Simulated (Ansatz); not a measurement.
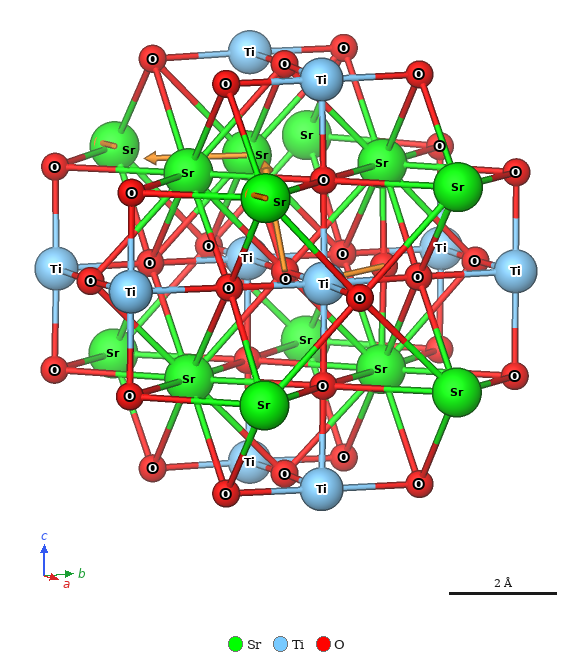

This is a relaxation of a defect cell of composition Sr₉Ti₈O₂₄. The starting structure is drawn; orange arrows show the displacements, at their true length.

Style: ball-and-stick. Shown: the atoms within 5.0 Å of the atom that moves most (axes of the cell of the calculation (origin shifted)), slightly off an axis.

Theory: DFT, PBEsol, PAW, plane waves (Ansatz 0.2.0).

Input file:
```yaml
crystal:
  lattice:
    - [7.782821, 0.000000, 0.000000]
    - [0.000000, 7.782821, 0.000000]
    - [0.000000, 0.000000, 7.782821]
  atoms:
    - { symbol: Sr, position: [0.997644, 0.999683, 0.996348] }
    - { symbol: Sr, position: [0.998018, 0.002722, 0.502201] }
    - { symbol: Sr, position: [0.001091, 0.498444, 0.003475] }
    - { symbol: Sr, position: [0.999314, 0.502141, 0.504379] }
    - { symbol: Sr, position: [0.498415, 0.000282, 0.997936] }
    - { symbol: Sr, position: [0.503563, 0.996262, 0.500843] }
    - { symbol: Sr, position: [0.502841, 0.497199, 0.997814] }
    - { symbol: Sr, position: [0.498250, 0.502489, 0.498538] }
    - { symbol: Sr, position: [0.249339, 0.247577, 0.499618] }
    - { symbol: Ti, position: [0.252254, 0.247995, 0.248669] }
    - { symbol: Ti, position: [0.251969, 0.254464, 0.751300] }
    - { symbol: Ti, position: [0.252306, 0.751829, 0.248056] }
    - { symbol: Ti, position: [0.245792, 0.748331, 0.752203] }
    - { symbol: Ti, position: [0.749096, 0.252059, 0.249733] }
    - { symbol: Ti, position: [0.751632, 0.244967, 0.748535] }
    - { symbol: Ti, position: [0.752621, 0.748652, 0.255320] }
    - { symbol: Ti, position: [0.748753, 0.753654, 0.750121] }
    - { symbol: O, position: [0.247535, 0.250522, 0.999597] }
    - { symbol: O, position: [0.250703, 0.747509, 0.001140] }
    - { symbol: O, position: [0.245054, 0.751346, 0.495925] }
    - { symbol: O, position: [0.751779, 0.249460, 0.000563] }
    - { symbol: O, position: [0.748064, 0.251495, 0.501427] }
    - { symbol: O, position: [0.749662, 0.747646, 0.999354] }
    - { symbol: O, position: [0.752948, 0.750651, 0.496921] }
    - { symbol: O, position: [0.998915, 0.247391, 0.246714] }
    - { symbol: O, position: [0.999071, 0.251940, 0.751657] }
    - { symbol: O, position: [0.996716, 0.748690, 0.252017] }
    - { symbol: O, position: [0.002227, 0.751038, 0.749444] }
    - { symbol: O, position: [0.499009, 0.248715, 0.248596] }
    - { symbol: O, position: [0.496793, 0.248833, 0.753790] }
    - { symbol: O, position: [0.498077, 0.744079, 0.249404] }
    - { symbol: O, position: [0.497161, 0.748843, 0.749132] }
    - { symbol: O, position: [0.249188, 0.996893, 0.249108] }
    - { symbol: O, position: [0.250697, 0.002616, 0.747698] }
    - { symbol: O, position: [0.254190, 0.494715, 0.247604] }
    - { symbol: O, position: [0.255740, 0.497292, 0.750184] }
    - { symbol: O, position: [0.753221, 0.004112, 0.252881] }
    - { symbol: O, position: [0.750673, 0.997479, 0.750005] }
    - { symbol: O, position: [0.745578, 0.498957, 0.253729] }
    - { symbol: O, position: [0.753832, 0.498399, 0.748684] }
    - { symbol: O, position: [0.503962, 0.504128, 0.248891] }
  symmetry: { detect: false }
kpoints:
  mp_grid: { grid: [1, 1, 1], shift: [0.25, 0.25, 0.25] }
hamiltonian:
  xc: pbesol
scf:
  occupations: { method: fermi_dirac, width: 0.01 }
relax:
  f_tol: 0.03
  max_steps: 80
  escape_saddle: false
  adjacent_minimum: "off"
output:
  forces: true
  eigenvalues: true
  populations: true
```

Launched with:
```bash
ansatz run in.yaml --threads 8 --pin off --max-ram 118750MiB --runs-dir r --events-out ev --progress --plain --backend cuda --devices 0,
```

Q: What happened in the run?

A: The atom that moves furthest is O29 (2.47 Å roughly along [−1 0 1]). Largest moves by element: O 2.47 Å, Sr 1.95 Å, Ti 0.20 Å. The cell doesn't change. Among the contacts that change: Ti11–O29 4.360 → 2.011 Å, Ti14–O29 1.947 → 4.089 Å, Sr8–Sr9 2.773 → 4.737 Å, Sr5–O29 2.747 → 4.691 Å. New bonds form: Sr4–O29 (4.79 → 2.92 Å), Sr5–O41 (4.38 → 2.77 Å), Sr6–O41 (4.41 → 3.06 Å), Sr9–O20 (3.86 → 2.28 Å). Bonds break: Sr2–O20 (2.74 → 4.01 Å), Sr2–O33 (2.78 → 4.01 Å), Sr2–O34 (2.74 → 3.99 Å), Sr5–O29 (2.75 → 4.69 Å). Among the angles between lasting bonds that change: Sr8–O29–Sr9 60.2° → 165.5°, O25–Ti10–O29 179.5° → 88.7°, O18–Ti10–O29 91.1° → 179.4°. After 27 geometry steps the energy has fallen by 19.975 eV per cell of the calculation. The largest force component goes from 11 to 0.028 eV/Å. Cost: 22 s on 1 × NVIDIA GB300 Max-Q with 8 threads of Arm Neoverse-V2, peak memory 1.8 GiB.

Limits of the set-up: the periodic images lie only 7.8 Å apart, so the values are limited by the cell's size.
